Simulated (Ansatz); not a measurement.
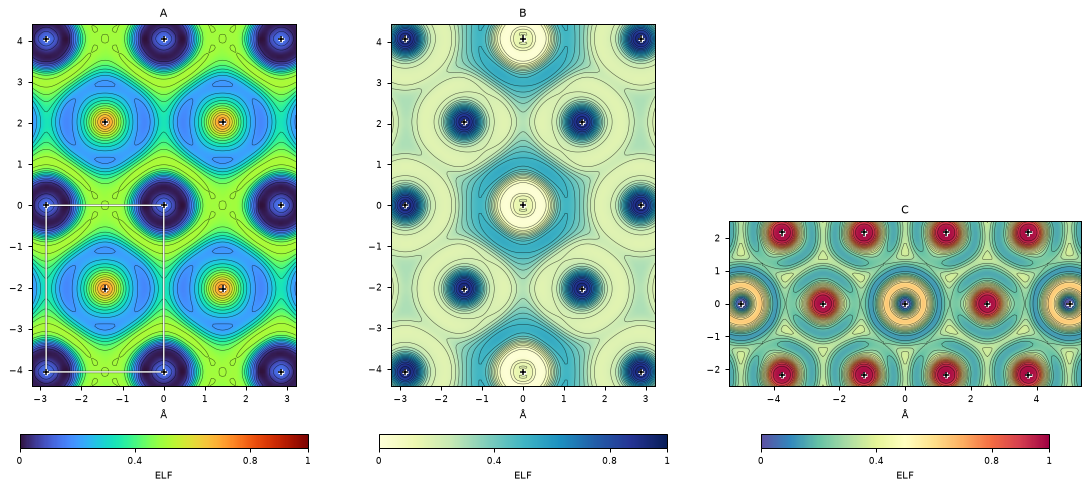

The electron localisation function of 3 systems, each on a plane through atoms (crosses mark nuclei in the plane).

These are results of DFT PBEsol, scalar-relativistic, plane waves, PAW in Ansatz 0.2.0, not measurements.

System 1: TiCo3, the (111) plane of the conventional cell. Space group Pm-3m; spin-polarised.

```yaml
crystal:
  lattice:
    - [3.53854, 0.00000, 0.00000]
    - [0.00000, 3.53854, 0.00000]
    - [0.00000, 0.00000, 3.53854]
  atoms:
    - { symbol: Ti, position: [0.00000, 0.00000, 0.00000] }
    - { symbol: Co, position: [0.00000, 0.50000, 0.50000] }
    - { symbol: Co, position: [0.50000, 0.00000, 0.50000] }
    - { symbol: Co, position: [0.50000, 0.50000, 0.00000] }
```

System 2: AlNi, the (101) plane of the standardised cell. Space group P4/mmm; a structure from a database of computed crystals, not necessarily the ambient phase; computed without spin polarisation.

System 3: AlCu3, the (101) plane of the conventional cell. Space group Fm-3m; a structure from a database of computed crystals, not necessarily the ambient phase; computed without spin polarisation.

```yaml
crystal:
  lattice:
    - [5.76694, 0.00000, 0.00000]
    - [0.00000, 5.76694, 0.00000]
    - [0.00000, 0.00000, 5.76694]
  atoms:
    - { symbol: Al, position: [0.00000, 0.00000, 0.00000] }
    - { symbol: Al, position: [0.50000, 0.50000, 0.00000] }
    - { symbol: Al, position: [0.50000, 0.00000, 0.50000] }
    - { symbol: Al, position: [0.00000, 0.50000, 0.50000] }
    - { symbol: Cu, position: [0.50000, 0.00000, 0.00000] }
    - { symbol: Cu, position: [0.00000, 0.50000, 0.00000] }
    - { symbol: Cu, position: [0.00000, 0.00000, 0.50000] }
    - { symbol: Cu, position: [0.50000, 0.50000, 0.50000] }
    - { symbol: Cu, position: [0.25000, 0.25000, 0.25000] }
    - { symbol: Cu, position: [0.75000, 0.75000, 0.25000] }
    - { symbol: Cu, position: [0.75000, 0.25000, 0.75000] }
    - { symbol: Cu, position: [0.25000, 0.75000, 0.75000] }
    - { symbol: Cu, position: [0.75000, 0.25000, 0.25000] }
    - { symbol: Cu, position: [0.25000, 0.75000, 0.25000] }
    - { symbol: Cu, position: [0.25000, 0.25000, 0.75000] }
    - { symbol: Cu, position: [0.75000, 0.75000, 0.75000] }
```

> Match each panel to its system.

Panel A is system 2, AlNi: the plane holds Al and Ni. Al–Ni (2.48 Å): the ELF is about 0.40 at the midpoint. Panel B is system 3, AlCu3: the plane holds Al and Cu. Cu–Cu (2.50 Å): the ELF is about 0.25 at the midpoint: no localised pair shows between them. Panel C is system 1, TiCo3: the plane holds Ti and Co. Ti–Co (2.50 Å): the ELF is about 0.20 at the midpoint: no shared electron pair shows on this line.
